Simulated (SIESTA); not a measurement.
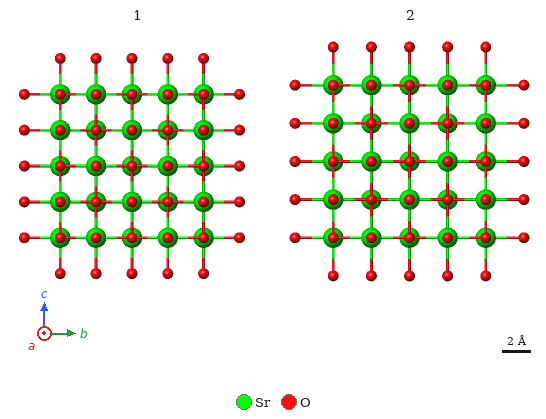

Two geometries of a crystal of SrO (set up in Fm-3m), drawn at one scale. One is the start of a relaxation, the other its converged end. Style: ball-and-stick. Shown: the conventional cell (4 times the calculation's cell), repeated 1 × 2 × 2 with one cell outlined, along the a axis. Lengths and directions refer to the drawn axes.

Level of theory: SIESTA 5.4.2, Kohn-Sham DFT of a periodic cell, PBEGcGxHEG, spin-orbit coupling, PseudoDojo 0.4 standard NC, numerical atomic orbitals. Settings: k-point mesh 7 × 7 × 7; occupations fermi-dirac; smearing width 0.05 eV; basis SZP; noncollinear spin.

> Which geometry has the lower energy?

Structure 2 is the relaxed one. The run lets cell and atoms move. No atom moves by more than 0.005 Å relative to the cell. The drawn cell changes as follows: a = b = c 5.133 → 5.459 Å (+6.4 %); the volume changes by +20.3 %. Some distances before and after: O–Sr 2.566 → 2.730 Å. The space group stays Fm-3m (No. 225). The energy falls by 237 meV per atom in 3 geometry steps. All forces vanish by symmetry, so only the cell relaxes. The pressure goes from 25.40 to 0.04 GPa.
